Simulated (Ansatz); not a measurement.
**C$_{62}$N (charge +1): nudged elastic band (part 1 of 3)**

The run: nudged elastic band of C$_{62}$N (defect cell, 63 atoms in the cell, total charge +1). Method and program: DFT PBEsol, scalar-relativistic, plane waves, PAW, PAW set soft_1, no spin polarisation (Ansatz 0.2.0).

It belongs to a series of runs on one base structure; here: band between the two ends.

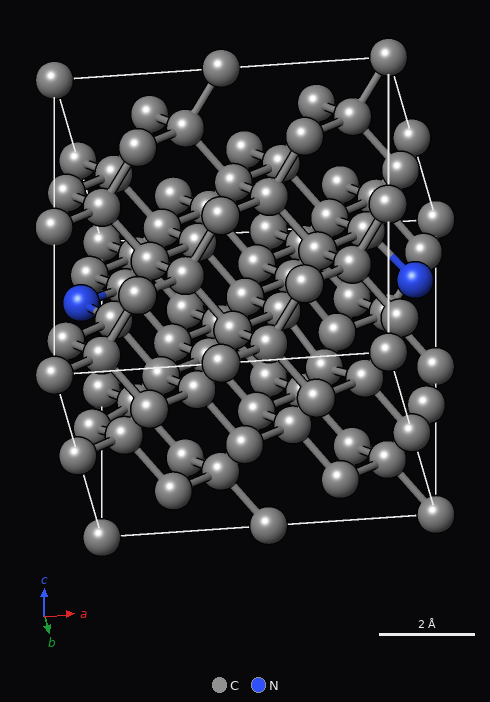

*The structure as given in the input (ball-and-stick view of the cell of the calculation, seen at an oblique angle). An atom can appear more than once, as a periodic image.*

Input
```yaml
crystal:
  lattice:
    - [7.14, 0.0, 0.0]
    - [0.0, 7.14, 0.0]
    - [0.0, 0.0, 7.14]
  atoms:
    - { symbol: C, position: [0.49932479, -0.00057853, 4.094e-05] }
    - { symbol: C, position: [0.62442609, 0.12496816, 0.12515265] }
    - { symbol: C, position: [0.74874048, 0.24914165, -0.00038092] }
    - { symbol: C, position: [0.87540175, 0.37818708, 0.12838354] }
    - { symbol: C, position: [0.74941817, 0.00048165, 0.25013949] }
    - { symbol: C, position: [0.87453054, 0.12459952, 0.37525371] }
    - { symbol: C, position: [0.00010949, 0.00043496, -0.00096692] }
    - { symbol: C, position: [0.12419387, 0.12506511, 0.12640667] }
    - { symbol: C, position: [0.24957744, 0.24917348, 0.00109584] }
    - { symbol: C, position: [0.37367915, 0.37455295, 0.12640372] }
    - { symbol: C, position: [0.49831888, 0.49864685, -0.00096663] }
    - { symbol: C, position: [0.62493235, 0.62568698, 0.12565386] }
    - { symbol: C, position: [0.74941683, 0.74933573, -0.00100264] }
    - { symbol: C, position: [0.87305882, 0.87382956, 0.12564621] }
    - { symbol: C, position: [0.24960074, -0.000154, 0.24946716] }
    - { symbol: C, position: [0.37483386, 0.12389823, 0.37582378] }
    - { symbol: C, position: [0.49888534, 0.24913692, 0.24946988] }
    - { symbol: C, position: [0.62763876, 0.37816426, 0.37611674] }
    - { symbol: C, position: [0.73770317, 0.49337722, 0.23844297] }
    - { symbol: C, position: [0.49831231, 0.00043321, 0.50083174] }
    - { symbol: C, position: [0.62567393, 0.12506865, 0.62492528] }
    - { symbol: C, position: [0.75252942, 0.251216, 0.49958963] }
    - { symbol: C, position: [0.88071199, 0.37387614, 0.62561613] }
    - { symbol: C, position: [0.74874567, -0.00015972, 0.75032394] }
    - { symbol: C, position: [0.87509536, 0.12389887, 0.87556489] }
    - { symbol: C, position: [-0.00088398, 0.49962927, 0.00053287] }
    - { symbol: C, position: [0.12057226, 0.62335882, 0.12834335] }
    - { symbol: C, position: [0.2496061, 0.75000032, -0.00039802] }
    - { symbol: C, position: [0.37377376, 0.87432111, 0.1251444] }
    - { symbol: C, position: [-0.001128, 0.25123134, 0.25326429] }
    - { symbol: C, position: [0.12489152, 0.37393307, 0.38149137] }
    - { symbol: C, position: [0.24753497, 0.49991517, 0.25323452] }
    - { symbol: C, position: [0.37415866, 0.62421291, 0.37525955] }
    - { symbol: C, position: [0.49828498, 0.74933335, 0.25013504] }
    - { symbol: C, position: [0.6249191, 0.87383017, 0.37378662] }
    - { symbol: C, position: [-0.00088451, -0.00107169, 0.49984219] }
    - { symbol: C, position: [0.12506795, 0.12269951, 0.62580801] }
    - { symbol: C, position: [0.25137435, 0.24735046, 0.50156398] }
    - { symbol: C, position: [0.37603683, 0.3736723, 0.62579404] }
    - { symbol: C, position: [0.49984665, 0.49962793, 0.49984979] }
    - { symbol: C, position: [0.62764561, 0.62336571, 0.6212912] }
    - { symbol: C, position: [0.73771586, 0.76104021, 0.50608654] }
    - { symbol: C, position: [0.8753931, 0.87110173, 0.62128497] }
    - { symbol: C, position: [0.24957182, -0.00164182, 0.75030166] }
    - { symbol: C, position: [0.37471451, 0.124025, 0.87544994] }
    - { symbol: C, position: [0.50037977, 0.24916398, 0.75030138] }
    - { symbol: C, position: [0.62566529, 0.37455154, 0.87441381] }
    - { symbol: C, position: [0.75252918, 0.4999051, 0.74824403] }
    - { symbol: C, position: [0.87452627, 0.62422473, 0.87486807] }
    - { symbol: C, position: [0.00537375, 0.76105122, 0.23841629] }
    - { symbol: C, position: [0.12054968, 0.87109684, 0.37611805] }
    - { symbol: "N", position: [0.01047007, 0.48818053, 0.51124928] }
    - { symbol: C, position: [0.12485365, 0.61796166, 0.62554639] }
    - { symbol: C, position: [0.24751689, 0.74621344, 0.49955941] }
    - { symbol: C, position: [0.37367602, 0.8730669, 0.6249224] }
    - { symbol: C, position: [0.00080587, 0.24734814, 0.75211687] }
    - { symbol: C, position: [0.12506854, 0.37366725, 0.87674954] }
    - { symbol: C, position: [0.25137705, 0.49789136, 0.75209438] }
    - { symbol: C, position: [0.37483856, 0.62364166, 0.8755585] }
    - { symbol: C, position: [0.49889134, 0.74999858, 0.75032711] }
    - { symbol: C, position: [0.62442871, 0.87432171, 0.87450352] }
    - { symbol: C, position: [-0.00115281, 0.74621598, 0.74823206] }
    - { symbol: C, position: [0.12419048, 0.87306558, 0.87439514] }
total_charge: 1
basis:
  ecutwfc: 420.0
kpoints:
  mp_grid: { grid: [2, 2, 2] }
hamiltonian:
  xc: pbesol
  pseudopotentials: { kind: paw, azcp: { folder: soft_1 } }
scf:
  occupations: { method: gaussian, width: 0.05 }
  lower_state_search: "off"
neb:
  images: 5
  f_tol: 0.05
  initial_path: linear
  max_iterations: 46
  optimiser: lbfgs
  final_atoms:
    - { symbol: C, position: [0.4998398, 0.0001602, -0.0001602] }
    - { symbol: C, position: [0.62500526, 0.12582497, 0.12500526] }
    - { symbol: C, position: [0.75037468, 0.25113714, 0.00088081] }
    - { symbol: C, position: [0.87572312, 0.37798351, 0.12706496] }
    - { symbol: C, position: [0.74950992, 0.0014555, 0.24950992] }
    - { symbol: C, position: [0.87544674, 0.12528125, 0.37544674] }
    - { symbol: C, position: [-0.00053547, 0.00029261, -0.00029261] }
    - { symbol: C, position: [0.12580188, 0.12433769, 0.12496108] }
    - { symbol: C, position: [0.25011426, 0.24988574, 0.00076863] }
    - { symbol: C, position: [0.37566231, 0.37419812, 0.12496108] }
    - { symbol: C, position: [0.49970739, 0.50053547, -0.00029261] }
    - { symbol: C, position: [0.62319704, 0.62624891, 0.12319704] }
    - { symbol: C, position: [0.74950992, 0.75049008, -0.0014555] }
    - { symbol: C, position: [0.87375109, 0.87680296, 0.12319704] }
    - { symbol: C, position: [0.24886286, -0.00088081, 0.25037468] }
    - { symbol: C, position: [0.37624054, 0.12375946, 0.37446547] }
    - { symbol: C, position: [0.50088081, 0.25113714, 0.25037468] }
    - { symbol: C, position: [0.62706496, 0.37798351, 0.37572312] }
    - { symbol: C, position: [0.74971808, 0.50620551, 0.24971808] }
    - { symbol: C, position: [0.49970739, 0.00029261, 0.49946453] }
    - { symbol: C, position: [0.62496108, 0.12433769, 0.62580188] }
    - { symbol: C, position: [0.75400159, 0.25310048, 0.49915802] }
    - { symbol: C, position: [0.86917377, 0.36315491, 0.63684509] }
    - { symbol: C, position: [0.75037468, -0.00088081, 0.74886286] }
    - { symbol: C, position: [0.87446547, 0.12375946, 0.87624054] }
    - { symbol: C, position: [2.373e-05, 0.49997627, 0.00041852] }
    - { symbol: C, position: [0.12201649, 0.62427688, 0.12706496] }
    - { symbol: C, position: [0.24886286, 0.74962532, 0.00088081] }
    - { symbol: C, position: [0.37417503, 0.87499474, 0.12500526] }
    - { symbol: C, position: [-0.00084198, 0.25310048, 0.25400159] }
    - { symbol: C, position: [0.13684509, 0.36315491, 0.36917377] }
    - { symbol: C, position: [0.24689952, 0.50084198, 0.25400159] }
    - { symbol: C, position: [0.37471875, 0.62455326, 0.37544674] }
    - { symbol: C, position: [0.4985445, 0.75049008, 0.24950992] }
    - { symbol: C, position: [0.62319704, 0.87680296, 0.37375109] }
    - { symbol: C, position: [2.373e-05, -0.00041852, 0.50002373] }
    - { symbol: C, position: [0.12513056, 0.12372501, 0.62513056] }
    - { symbol: C, position: [0.24959399, 0.25040601, 0.50150084] }
    - { symbol: C, position: [0.37627499, 0.37486944, 0.62513056] }
    - { symbol: C, position: [0.50041852, 0.49997627, 0.50002373] }
    - { symbol: C, position: [0.62706496, 0.62427688, 0.62201649] }
    - { symbol: C, position: [0.74971808, 0.75028192, 0.49379449] }
    - { symbol: C, position: [0.87572312, 0.87293504, 0.62201649] }
    - { symbol: C, position: [0.25011426, -0.00076863, 0.75011426] }
    - { symbol: C, position: [0.37522071, 0.12477929, 0.87522071] }
    - { symbol: C, position: [0.50076863, 0.24988574, 0.75011426] }
    - { symbol: C, position: [0.62496108, 0.37419812, 0.87566231] }
    - { symbol: C, position: [0.75400159, 0.50084198, 0.74689952] }
    - { symbol: C, position: [0.87544674, 0.62455326, 0.87471875] }
    - { symbol: C, position: [-0.00620551, 0.75028192, 0.24971808] }
    - { symbol: C, position: [0.12201649, 0.87293504, 0.37572312] }
    - { symbol: "N", position: [-0.13599096, 0.63599096, 0.36400904] }
    - { symbol: C, position: [0.13684509, 0.63082623, 0.63684509] }
    - { symbol: C, position: [0.24689952, 0.74599841, 0.49915802] }
    - { symbol: C, position: [0.37566231, 0.87503892, 0.62580188] }
    - { symbol: C, position: [0.00150084, 0.25040601, 0.74959399] }
    - { symbol: C, position: [0.12513056, 0.37486944, 0.87627499] }
    - { symbol: C, position: [0.24959399, 0.49849916, 0.74959399] }
    - { symbol: C, position: [0.37624054, 0.62553453, 0.87624054] }
    - { symbol: C, position: [0.50088081, 0.74962532, 0.74886286] }
    - { symbol: C, position: [0.62500526, 0.87499474, 0.87417503] }
    - { symbol: C, position: [-0.00084198, 0.74599841, 0.74689952] }
    - { symbol: C, position: [0.12580188, 0.87503892, 0.87566231] }
  order_check: true
```

Run on 4 threads of Arm Neoverse V1, 24 GiB of memory available, shared host.

Command:
```bash
ansatz run input.yaml --threads 4 --pin off --max-ram 10240MiB --backend cpu --events-out ev --progress --plain --runs-dir out
```

Output
```
Warning: neb: disabling space-group detection — the band's intermediate images generally break the endpoint symmetry, so no spatial operation reduces the k-mesh or symmetrises the density, except that a semilocal band can use its path's symmetry ahead of convergence; time reversal is kept, so that k and −k are solved as one point where they differ and the mesh holds both, and exact exchange and, on two spinor components, a DFT+U term hold to it where the run has them: on two components no moment then forms, and a state that bears one, which a typed moment (crystal.atoms[].spin; refused beside efield: under a hybrid functional) reaches, can lie lower, under hf by electronvolts; crystal.symmetry.detect: false (a key that needs symmetry detection or time reversal refuses this as the deck is read) with time_reversal: false beside it drops time reversal too
Warning: [file] the record states the generating functional pbe (its physics header spells it `PBE`), which answers neither for hamiltonian.xc's functional nor for the pbesol family's — results may be inconsistent (PPs are generated against a specific XC)
Warning: [file] the record states the generating functional pbe (its physics header spells it `PBE`), which answers neither for hamiltonian.xc's functional nor for the pbesol family's — results may be inconsistent (PPs are generated against a specific XC)
Engine: ansatz 0.2.0, aarch64-unknown-linux-gnu
Pseudopotentials: kind: paw
Pseudopotential: C, paw, valence charge 4, recommended cutoff 420 eV (normal), [file]
Pseudopotential: N, paw, valence charge 5, recommended cutoff 420 eV (normal), [file]
Functional definition: PBEsol
  exchange = pbesol_x
  correlation = pbesol_c
parallel-image band execution: 4 concurrent image workers
NEB image 0
Crystal: 63 atoms, lattice volume = 363.994 Å³
Basis set: ecut = 420 eV, 7123 PW (Γ), exchange–correlation on 96×96×96 points (8 copies of the dense FFT grid, shifted against one another)
Bands: 189, of which v1, the nominal top of the filled ones, is band 126 counted from 1 (125 counted from 0)
Symmetry: 1 space group operations
k-points: 8
Non-local potential: C, projectors of the file, l = 0: 2, l = 1: 2, l = 2: 1
Non-local potential: N, projectors of the file, l = 0: 2, l = 1: 2, l = 2: 1
PAW form: soft (Blöchl's): semilocal exchange-correlation on the pseudo side does not see the compensation charge
PAW frozen core: C, regenerated for the run's functional, and the local potential with it (the file was generated under x = pbe(κ = 0.804, μ = 0.2195149727645171), c = pbe(β = 0.06672455060314922))
PAW frozen core: N, regenerated for the run's functional, and the local potential with it (the file was generated under x = pbe(κ = 0.804, μ = 0.2195149727645171), c = pbe(β = 0.06672455060314922))
PAW one-centre angular grid: C, 110 points (default); XC on 64 Gauss nodes
PAW one-centre angular grid: N, 110 points (default); XC on 64 Gauss nodes
Initial density: superposition of atomic densities (chi_scale 0.1, normalization cell, long waves kept (reshape's long-wave potential 0.21 eV rms))
Initial wavefunctions: pseudopotential atomic-orbital guess
Functional: x = pbesol(κ = 0.804, μ = 0.12345679012345678), c = pbesol(β = 0.046)
SCF iter   1: F=—  HF=-15698.501408 eV  |F-HF|=—  |Δ(HF+E_count)|=         —  Δρ=1.36e-1  dr2=4.93e1  ethr=3.10e-3  ⟨swp⟩=5.4  Hψ=6226  notcnv=0  defer=249
preconditioner: auto → Resta (q_TF=auto, 2.566 Å⁻¹)  ε∞=4.3  [insulator: Δε(μ)=0.400 eV  Ē_g=16.931 eV  σ=0.050 eV  W_gap=1.00  n_scr=92 (ndim 8)  ℏωp=30.9 eV  f_vac=0.000  D(μ)=0.00/eV (n_scr^D=0)  ε∞_Penn≈4.3]
SCF iter   2: F=—  HF=-15685.708838 eV  |F-HF|=—  |Δ(HF+E_count)|=    1.28e1  Δρ=7.44e-2  dr2=1.55e1  ethr=3.10e-3  ⟨swp⟩=2.0  Hψ=2800  notcnv=0  defer=456
SCF iter   3: F=—  HF=-15679.934169 eV  |F-HF|=—  |Δ(HF+E_count)|=    5.77e0  Δρ=6.51e-3  dr2=8.93e-2  ethr=3.10e-3  ⟨swp⟩=2.8  Hψ=2208  notcnv=0  defer=456
SCF iter   4: F=—  HF=-15679.980150 eV  |F-HF|=—  |Δ(HF+E_count)|=   4.60e-2  Δρ=9.44e-4  dr2=2.88e-3  ethr=3.54e-5  ⟨swp⟩=2.9  Hψ=2741  notcnv=0  defer=456
SCF iter   5: F=—  HF=-15679.980634 eV  |F-HF|=—  |Δ(HF+E_count)|=   4.84e-4  Δρ=1.80e-4  dr2=7.16e-5  ethr=1.14e-6  ⟨swp⟩=2.0  Hψ=1738  notcnv=0  defer=456
SCF iter   6: F=—  HF=-15679.982228 eV  |F-HF|=—  |Δ(HF+E_count)|=   1.59e-3  Δρ=2.59e-5  dr2=1.57e-6  ethr=2.84e-8  ⟨swp⟩=2.0  Hψ=2057  notcnv=0  defer=456
SCF iter   7: F=-15679.982229 eV  HF=-15679.982229 eV  |F-HF|=4.84e-9  |Δ(HF+E_count)|=   8.58e-7  Δρ=4.26e-6  dr2=6.64e-8  ethr=3.97e-11  ⟨swp⟩=5.0  Hψ=4628  notcnv=0
SCF 1 converged in 7 iterations: F = -15679.982229 eV  dr2 = 6.64e-8
  greatest PAW one-centre occupation: 0.780 electrons in one spin orbital (limit 2), on the N atom at site 51 (counted from 0), in its partial waves of l = 0
NSCF: frozen V_eff on 8 k-points
NEB image 6
SCF iter   1: F=—  HF=-15698.500152 eV  |F-HF|=—  |Δ(HF+E_count)|=         —  Δρ=1.36e-1  dr2=4.93e1  ethr=3.10e-3  ⟨swp⟩=5.2  Hψ=6226  notcnv=0  defer=246
preconditioner: auto → Resta (q_TF=auto, 2.566 Å⁻¹)  ε∞=4.3  [insulator: Δε(μ)=0.401 eV  Ē_g=16.933 eV  σ=0.050 eV  W_gap=1.00  n_scr=92 (ndim 8)  ℏωp=30.9 eV  f_vac=0.000  D(μ)=0.00/eV (n_scr^D=0)  ε∞_Penn≈4.3]
SCF iter   2: F=—  HF=-15685.707715 eV  |F-HF|=—  |Δ(HF+E_count)|=    1.28e1  Δρ=7.44e-2  dr2=1.55e1  ethr=3.10e-3  ⟨swp⟩=2.0  Hψ=2800  notcnv=0  defer=456
SCF iter   3: F=—  HF=-15679.934343 eV  |F-HF|=—  |Δ(HF+E_count)|=    5.77e0  Δρ=6.51e-3  dr2=8.90e-2  ethr=3.10e-3  ⟨swp⟩=2.8  Hψ=2208  notcnv=0  defer=456
SCF iter   4: F=—  HF=-15679.980119 eV  |F-HF|=—  |Δ(HF+E_count)|=   4.58e-2  Δρ=9.44e-4  dr2=2.84e-3  ethr=3.53e-5  ⟨swp⟩=2.9  Hψ=2741  notcnv=0  defer=456
SCF iter   5: F=—  HF=-15679.980607 eV  |F-HF|=—  |Δ(HF+E_count)|=   4.88e-4  Δρ=1.79e-4  dr2=6.94e-5  ethr=1.13e-6  ⟨swp⟩=2.0  Hψ=1720  notcnv=0  defer=456
SCF iter   6: F=—  HF=-15679.982224 eV  |F-HF|=—  |Δ(HF+E_count)|=   1.62e-3  Δρ=2.62e-5  dr2=1.54e-6  ethr=2.76e-8  ⟨swp⟩=2.0  Hψ=2064  notcnv=0  defer=456
SCF iter   7: F=-15679.982225 eV  HF=-15679.982225 eV  |F-HF|=4.68e-9  |Δ(HF+E_count)|=   8.79e-7  Δρ=4.24e-6  dr2=6.60e-8  ethr=3.97e-11  ⟨swp⟩=5.0  Hψ=4622  notcnv=0
SCF 2 converged in 7 iterations: F = -15679.982225 eV  dr2 = 6.60e-8
NSCF: frozen V_eff on 8 k-points
NEB end point (image 0): max|allowed force component| = 1.898e-2 eV/Å (the criterion of neb.relax_end_points is 1.000e-2)
NEB end point (image 6): max|allowed force component| = 9.524e-3 eV/Å (the criterion of neb.relax_end_points is 1.000e-2)
NEB image 1
```
